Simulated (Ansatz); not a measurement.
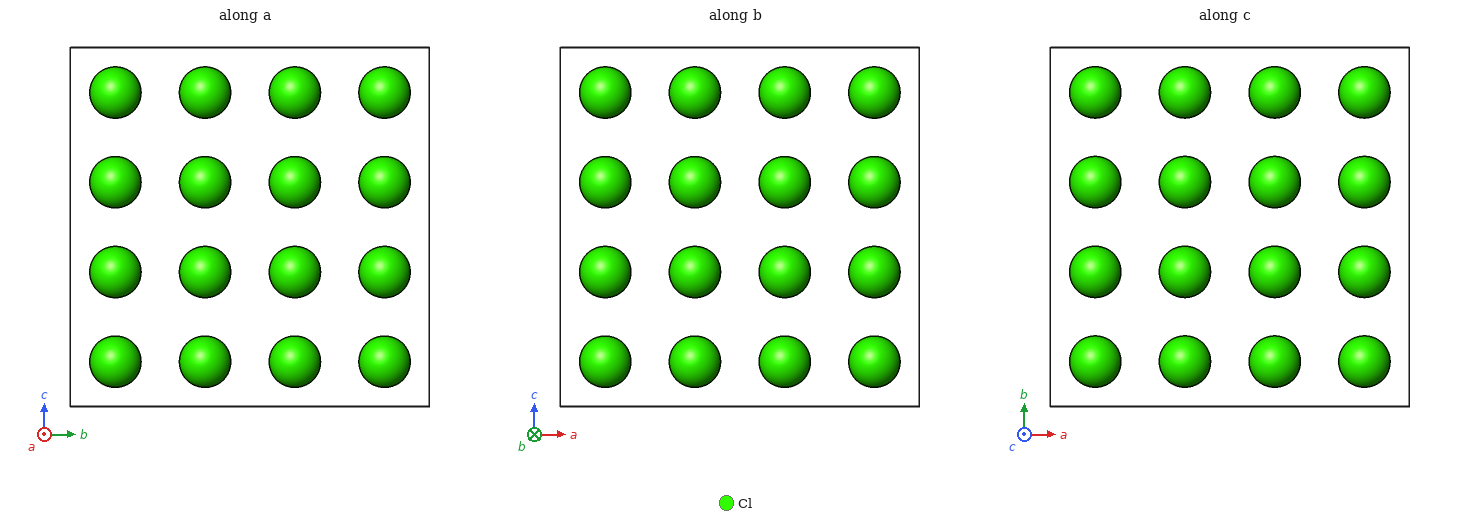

A spheres-only rendering, viewed along the a axis, along the b axis and along the c axis. One drawn cell (a repeat of the simulation cell) is framed, with atoms on its boundary repeated.

Lattice parameters: a = 7.5881 Å, b = 7.5881 Å, c = 7.5881 Å, α = 90.000°, β = 90.000°, γ = 90.000°.

### Reconstruct the structure as a CIF in P1 with every atom of the cell.

```cif
data_structure
_symmetry_space_group_name_H-M 'P 1'
_symmetry_Int_Tables_number 1
_cell_length_a 7.5881
_cell_length_b 7.5881
_cell_length_c 7.5881
_cell_angle_alpha 90.000
_cell_angle_beta 90.000
_cell_angle_gamma 90.000
_cell_volume 436.91
loop_
_atom_site_label
_atom_site_type_symbol
_atom_site_fract_x
_atom_site_fract_y
_atom_site_fract_z
_atom_site_occupancy
Cl1 Cl 0.1249 0.1253 0.1249 1
Cl2 Cl 0.3747 0.3751 0.3747 1
Cl3 Cl 0.6249 0.1253 0.3747 1
Cl4 Cl 0.8747 0.3751 0.1249 1
Cl5 Cl 0.3747 0.6253 0.1249 1
Cl6 Cl 0.8747 0.1253 0.6249 1
Cl7 Cl 0.1249 0.6253 0.8747 1
Cl8 Cl 0.1249 0.3751 0.6249 1
Cl9 Cl 0.3747 0.8751 0.6249 1
Cl10 Cl 0.1249 0.8751 0.3747 1
Cl11 Cl 0.6249 0.8751 0.1249 1
Cl12 Cl 0.3747 0.1253 0.8747 1
Cl13 Cl 0.6249 0.6253 0.6249 1
Cl14 Cl 0.6249 0.3751 0.8747 1
Cl15 Cl 0.8747 0.6253 0.3747 1
Cl16 Cl 0.8747 0.8751 0.8747 1
```

The initial geometry was a structure type filled with this element by a generator (whether the element takes this form wasn't checked). The final geometry of a relaxation with DFT PBE, scalar-relativistic, plane waves, PAW (Ansatz) is shown.
